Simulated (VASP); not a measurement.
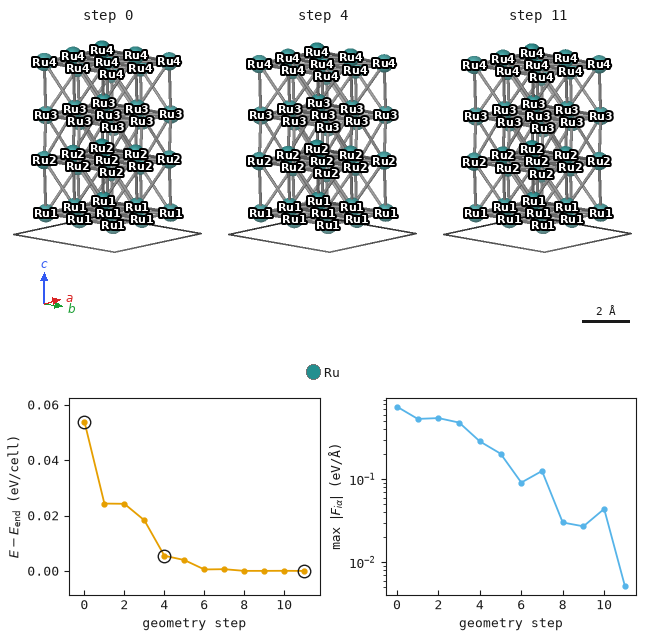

Frames of a relaxation of a slab of composition Ru, marked on the history of the run. The picture is a ball-and-stick view of the 3 × 3 repeat of the cell, outlined in the plane, without the vacuum, seen from a free direction.

The run lets the atoms move in a fixed cell. 1 atoms are held fixed.

Theory: VASP, Kohn-Sham DFT of a periodic cell, LDA, VASP PAW LDA potentials, recommended.

The input:
```
SYSTEM = Ru
ALGO = Fast
DIPOL = 0.5 0.5 0.500
EDIFF = 1E-6
EDIFFG = -0.02
ENCUT = 520
IBRION = 2
IDIPOL = 3
ISIF = 2
ISMEAR = 1
LASPH = .TRUE.
LCHARG = .FALSE.
LDIPOL = .TRUE.
LREAL = .FALSE.
LWAVE = .FALSE.
NELM = 120
NSW = 90
PREC = Accurate
SIGMA = 0.1
```

Command:
```bash
cat potpaw_LDA.64/Ru_pv/POTCAR > POTCAR
mpirun -np 1 vasp_std > vasp.out
```

### Describe the path.

The largest move is that of Ru4, 0.13 Å along the normal (−c). The lattice vectors keep their values. Among the contacts that change: Ru1–Ru2 2.619 → 2.563 Å, Ru2–Ru3 2.619 → 2.627 Å. The energy falls by 53.9 meV per cell of the calculation in 11 geometry steps. The largest force component goes from 0.75 to 0.0052 eV/Å. It ran on 1 thread of Intel(R) Xeon(R) 6975P-C (Granite Rapids), on a shared host. From step 0 to 4: Ru4 moves most (0.09 Å), energy −48.4 meV per cell of the calculation. From step 4 to 11: Ru atoms move most (0.04 Å), energy −5.5 meV per cell of the calculation.
